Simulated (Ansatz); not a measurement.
## Single-point calculation of Al$_{2}$Ru

System: Al$_{2}$Ru (I4/mmm, 3 atoms in the cell).
Method: DFT PBEsol, scalar-relativistic, plane waves, PAW, no spin polarisation (Ansatz 0.2.0).

The structure derives from a Materials Project entry. Figures and captions count atoms from 1; the log counts them from 0 in places.

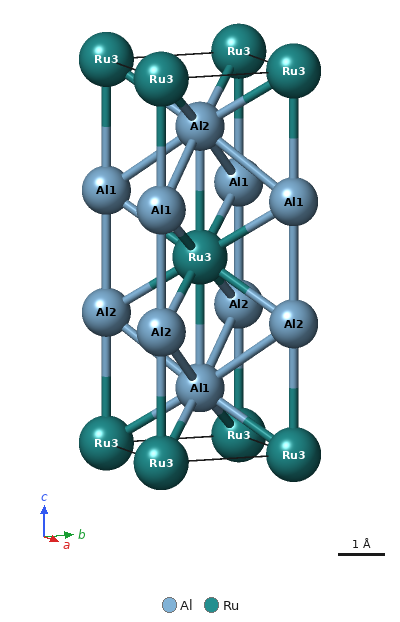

Fig. 1: The structure (ball-and-stick view of the cell 2 times as large as that of the calculation, set on its symmetry axes, seen slightly off an axis; atoms are numbered from 1 in the order of the input). An atom can appear more than once, as a periodic image.

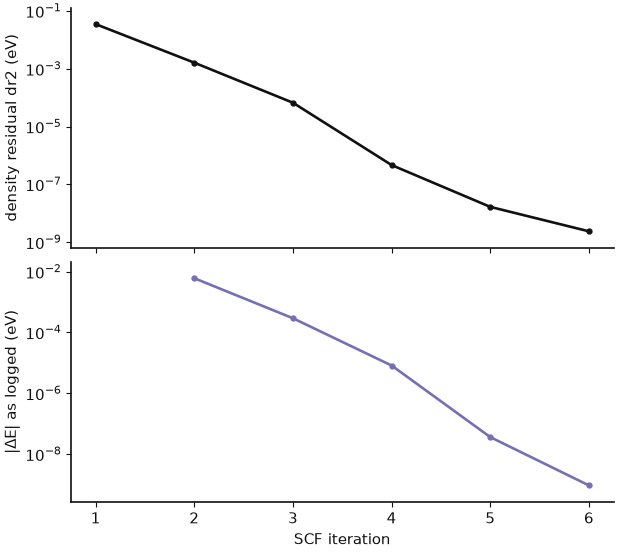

Fig. 2: Convergence of the self-consistent field: density residual dr2 and size of the energy change against the SCF iteration. The residual falls at every step.

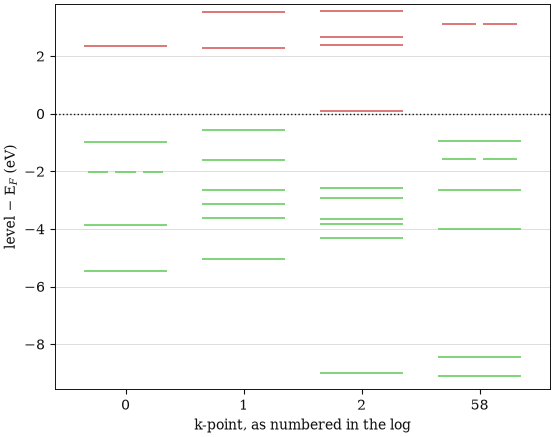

Fig. 3: Kohn–Sham levels near the Fermi level (dotted) at the few k-points that the log prints; levels within 0.02 eV of each other stand side by side. The system is metallic on the full mesh.

The input and output of the run follow.

**Input file**
```yaml
crystal:
  lattice:
    - [-1.56042162, 1.56042162, 4.22180559]
    - [1.56042162, -1.56042162, 4.22180559]
    - [1.56042162, 1.56042162, -4.22180559]
  atoms:
    - { symbol: Al, position: [0.65920219, 0.65920219, 0.0] }
    - { symbol: Al, position: [0.34079781, 0.34079781, 0.0] }
    - { symbol: Ru, position: [0.0, 0.0, 0.0] }
basis:
  ecutwfc: 420
kpoints:
  mp_grid: { grid: [8, 8, 8] }
hamiltonian:
  xc: pbesol
scf:
  occupations: { method: gaussian, width: 0.1 }
output:
  forces: true
  stress: true
  eigenvalues: true
```

Run as:
```bash
ansatz run input.yaml --threads 1 --pin off --max-ram 2560MiB --backend cpu --events-out ev --progress --plain --runs-dir out
```

**Output**
```
basis.fft_grid_basis auto: the FFT boxes are laid along the combinations [[1, 0, 1], [0, 1, 1], [0, 0, 1]] of the cell's own vectors, 3.121, 3.121 and 4.764 Å long. The dense box has 24×24×32 points. Along the cell's own vectors, as sized, it would have 32×32×32, 1.78 times as many. Of the 16 symmetry operations that the crystal satisfies within crystal.symmetry.tolerance (time reversal apart; of a slab, those that keep its plane) the dense box along the cell's own vectors carries 16, and the one as laid loses 12 of those. basis.fft_grid_basis: typed keeps the cell's own vectors: state it where this run's energies or levels are differenced outside the engine with another run's, or held beside a run that keeps those vectors.
Engine: ansatz 0.2.0, x86_64-unknown-linux-gnu
Pseudopotentials: kind: paw
Pseudopotential: Al, paw, valence charge 3, recommended cutoff 420 eV (normal), Al.paw.azcp
Pseudopotential: Ru, paw, valence charge 16, recommended cutoff 420 eV (normal), Ru.paw.azcp
Functional definition: PBEsol
  exchange = pbesol_x
  correlation = pbesol_c
Crystal: 3 atoms, lattice volume = 41.119 Å³
Basis set: ecut = 420 eV, 795 PW (Γ), FFT grids on a1+a3, a2+a3, a3, exchange–correlation on 48×48×64 points (8 copies of the dense FFT grid, shifted against one another)
Bands: 15, of which v1, the nominal top of the filled ones, is band 11 counted from 1 (10 counted from 0)
Symmetry: 16 space group operations
Space group: I4/mmm (ITA 139), of the structure as read, at distance tolerance 3.5e-5 Å
k-points: 59 of 512
Non-local potential: Al, projectors of the file, l = 0: 2, l = 1: 2, l = 2: 1
Non-local potential: Ru, projectors of the file, l = 0: 3, l = 1: 2, l = 2: 2, l = 3: 1
PAW form: soft (Blöchl's): semilocal exchange-correlation on the pseudo side does not see the compensation charge
PAW frozen core: Al, regenerated for the run's functional, and the local potential with it (the file was generated under x = pbe(κ = 0.804, μ = 0.2195149727645171), c = pbe(β = 0.06672455060314922))
PAW frozen core: Ru, regenerated for the run's functional, and the local potential with it (the file was generated under x = pbe(κ = 0.804, μ = 0.2195149727645171), c = pbe(β = 0.06672455060314922))
PAW one-centre angular grid: Al, 110 points (default); XC on 64 Gauss nodes
PAW one-centre angular grid: Ru, 590 points (default); XC on 64 Gauss nodes
Initial density: superposition of atomic densities (neutral atoms: chi_scale 0, normalization atom), corrected by the library's trained network
Initial wavefunctions: pseudopotential atomic-orbital guess
Functional: x = pbesol(κ = 0.804, μ = 0.12345679012345678), c = pbesol(β = 0.046)
SCF iter   1: F=—  HF=-6867.579457 eV  |F-HF|=—  |Δ(HF+E_count)|=         —  Δρ=8.18e-3  dr2=3.50e-2  ethr=1.77e-3  ⟨swp⟩=5.2  Hψ=4763  notcnv=0
preconditioner: auto → none  [insulator: Δε(μ)=0.407 eV  Ē_g=7.315 eV  σ=0.100 eV  W_gap=0.58  n_scr=10 (ndim 8)  ℏωp=21.7 eV  f_vac=0.000  D(μ)=0.29/eV (n_scr^D=0)  ε∞_Penn≈9.8]
SCF iter   2: F=—  HF=-6867.573390 eV  |F-HF|=—  |Δ(HF+E_count)|=   6.07e-3  Δρ=2.02e-3  dr2=1.62e-3  ethr=1.59e-4  ⟨swp⟩=1.0  Hψ=1367  notcnv=0
SCF iter   3: F=—  HF=-6867.573097 eV  |F-HF|=—  |Δ(HF+E_count)|=   2.93e-4  Δρ=5.16e-4  dr2=6.66e-5  ethr=7.38e-6  ⟨swp⟩=2.3  Hψ=1276  notcnv=0
SCF iter   4: F=—  HF=-6867.573089 eV  |F-HF|=—  |Δ(HF+E_count)|=   8.16e-6  Δρ=4.30e-5  dr2=4.64e-7  ethr=3.03e-7  ⟨swp⟩=1.9  Hψ=1115  notcnv=0
iter 5 did not close the SCF: its close was put off for the readings that it lacked (scf_convergence_deferred on its scf_iter line)
SCF iter   5: F=-6867.573089 eV  HF=-6867.573089 eV  |F-HF|=4.19e-9  |Δ(HF+E_count)|=   3.61e-8  Δρ=8.94e-6  dr2=1.66e-8  ethr=2.11e-9  ⟨swp⟩=2.1  Hψ=1490  notcnv=0
SCF iter   6: F=-6867.573089 eV  HF=-6867.573089 eV  |F-HF|=1.61e-9  |Δ(HF+E_count)|=  9.31e-10  Δρ=2.00e-6  dr2=2.37e-9  ethr=7.56e-11  ⟨swp⟩=2.0  Hψ=2924  notcnv=0
SCF 1 converged in 6 iterations: F = -6867.573089 eV  dr2 = 2.37e-9
  greatest PAW one-centre occupation: 0.999 electrons in one spin orbital (limit 2), on the Ru atom at site 2 (counted from 0), in its partial waves of l = 0
SCF converged after 6 iterations
Free energy (F): -6867.573089 eV
Harris-Foulkes:  -6867.573089 eV  (|F-HF|=1.61e-9)
Internal energy: -6867.571558 eV  (E = F + TS)
E sigma→0 (E₀):  -6867.572323 eV
Entropy (-TS):   -0.001531 eV (-0.510 meV/atom)
Fermi energy:    14.045295 eV
--- Per-component energies (eV) ---
  E_band       = -145.707553
  E_kinetic    = 566.636202
  E_local      = -2145.396252  (includes V_loc(G=0)·N_el)
  E_nonlocal   = 366.023599
  E_hartree    = 799.224629
  E_xc         = -271.102731
  E_vxc        = -300.656727  (∫ρ·V_xc dr)
  E_paw        = -4309.864780  (= ΣΔE_a)
  E_vpaw       = -230.764116  (= ΣTr[D̂ρ^β])
  E_aug_tail   = -0.000193  (compensation charges beyond the density's cutoff)
  E_ewald      = -1873.383606
  E_core_change = 0.291574  (= ΣΔE_core)
  E_smearing   = -0.001531  (= −TS)
  E_closure    = 0.000000  (closes the sum)
  Σ components = -6867.573089   (vs F -6867.573089, Δ=0.00e0)
--- Forces (eV/Å), atoms counted from 1 ---
  atom   1  Al     0.00000000    -0.00000000    -0.06313716
  atom   2  Al     0.00000000    -0.00000000     0.06313716
  atom   3  Ru     0.00000000    -0.00000000     0.00000000
  max |Σ_I F_I| component: 2.43e-17 eV/Å
--- Stress (GPa, compression-positive) ---
       -0.175422       0.000000       0.000000
        0.000000      -0.175422       0.000000
        0.000000       0.000000      -0.945369
  P = ⅓ Tr σ = -0.4321 GPa (-4.321 kbar)
--- Band table (eV; the first three rows and the last of 59) ---
  k-point 0: bands = ["-58.4942", "-28.5363", "-28.5363", "-28.4677", "3.0975", "8.5824", "10.1876", "12.0251", "12.0251", "12.0279", "13.0667", "16.4034", "18.6577", "20.1187", "20.1187"]
  k-point 1: bands = ["-58.4917", "-28.5548", "-28.5536", "-28.4638", "3.6064", "9.0122", "10.4162", "10.9197", "11.4015", "12.4302", "13.4763", "16.3330", "17.5759", "18.3625", "19.4974"]
  k-point 2: bands = ["-58.4855", "-28.5977", "-28.5953", "-28.4547", "5.0362", "9.7126", "10.2090", "10.3933", "11.1209", "11.4559", "14.1543", "16.4130", "16.7105", "17.6259", "17.9111"]
  k-point 58: bands = ["-58.4942", "-28.5364", "-28.5364", "-28.4701", "4.9292", "5.5816", "10.0271", "11.3843", "12.4603", "12.4603", "13.0922", "17.1610", "17.1610", "20.2878", "20.4616"]
```

**Results in brief**

```tsv
quantity	value
outcome	converged
space group (tolerance 0.01 Å)	I4/mmm (139)
electrons treated	22
free energy	−6867.5731 eV
Fermi energy	14.045 eV
gap on the k-point mesh	none (metallic)
pressure	−0.43 GPa
largest force (length of the vector)	0.063 eV/Å
hardware	1 thread of AMD EPYC (Zen 3), 189 GiB of memory available, shared host
wall time	4.1 s
peak memory	0.34 GiB
```
